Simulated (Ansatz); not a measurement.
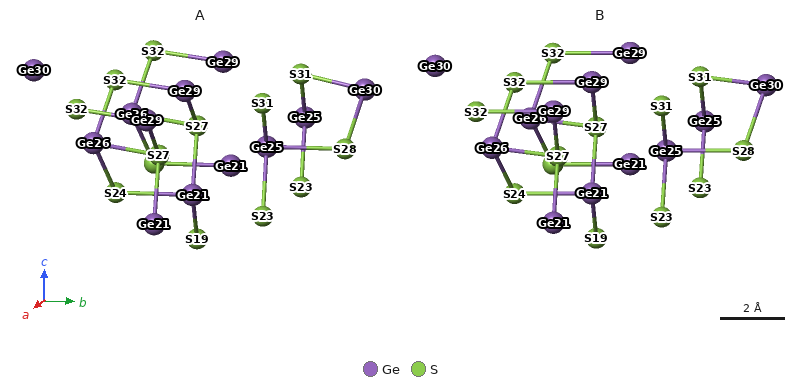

Two geometries of a slab of composition GeS (cut from the Pnma phase), drawn at one scale. One is the start of a relaxation, the other its converged end. A ball-and-stick model of the atoms within 5.8 Å of the atom that moves most (axes of the 2 × 1 repeat of the cell, outlined in the plane, without the vacuum (origin shifted)), seen slightly off an axis.

Level of theory: DFT r2SCAN, scalar-relativistic, plane waves, PAW in Ansatz 0.2.0. (plane-wave cutoff 500 eV; k-point mesh 6 × 3 × 1; occupations gaussian; smearing width 0.05 eV; no spin polarisation; dipole correction; atoms relaxed in a fixed cell; force threshold 0.02 eV/Å; at most 60 steps)

> Which of the two is the end point?

Structure A is the relaxed one. Case: (0 1 0) slab, atoms relaxed. The slab is the (0 1 0) face of GeS. The largest moves relative to the layer's centre, 0.42 Å, are those of Ge1, Ge2, Ge29 and Ge30. Ge29 goes at 59° to the normal (−c side). By element the largest moves are Ge 0.42 Å, S 0.09 Å. The cell doesn't change. Among the contacts that change: Ge29–S32 2.440 → 2.237 Å, Ge25–S31 2.420 → 2.336 Å, S23–Ge25 2.420 → 2.476 Å, Ge21–S27 2.420 → 2.459 Å. Among the angles between lasting bonds that change: Ge26–S32–Ge29 107.5° → 97.0°, Ge21–S27–Ge29 95.7° → 89.2°, S27–Ge29–S32 93.8° → 99.0°. Over 7 accepted moves (8 points after the start) the energy falls by 1.092 eV per cell of the calculation. The largest force component goes from 1.3 to 0.0065 eV/Å. The line search rejected the trial step at point 6 of the run. The run took 8.9 min on 4 threads of AMD EPYC 9R45 96-Core Processor (Zen 5), with other jobs on the host, peak memory 8.3 GiB.
